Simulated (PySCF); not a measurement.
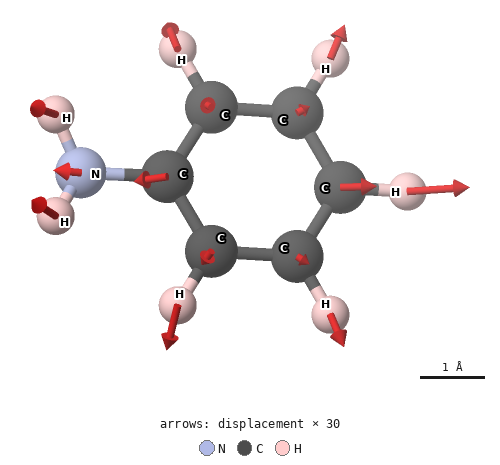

This is a relaxation of C6H7N. The starting structure is drawn; red arrows show the displacements, 30 times their true length. The two geometries are superimposed by the best rigid fit.

The picture is a ball-and-stick view, seen at a tilt.

The start comes from GFN2-xTB.

Theory: PBE0-D3(BJ)/def2-SVP geometry optimisation, gas phase in PySCF 2.14.0, density-fitted response routines. 

Question: Atoms of which element are displaced furthest, and by how much?

Answer: Hydrogen: up to 0.034 Å, against 0.021 Å for carbon.

Question: What happened in the run?

Answer: The atom that moves furthest after the best rigid fit is an H atom (0.034 Å). By element the largest moves are H 0.034 Å, C 0.021 Å, N 0.016 Å. Near-neighbour distances that change, for instance: C–H 1.081 → 1.094 Å, C–C 1.395 → 1.406 Å, C–C 1.381 → 1.391 Å, H–N 1.007 → 1.011 Å. Over 4 geometry steps the energy falls by 0.034 eV. The largest force component goes from 0.6 to 0.014 eV/Å.
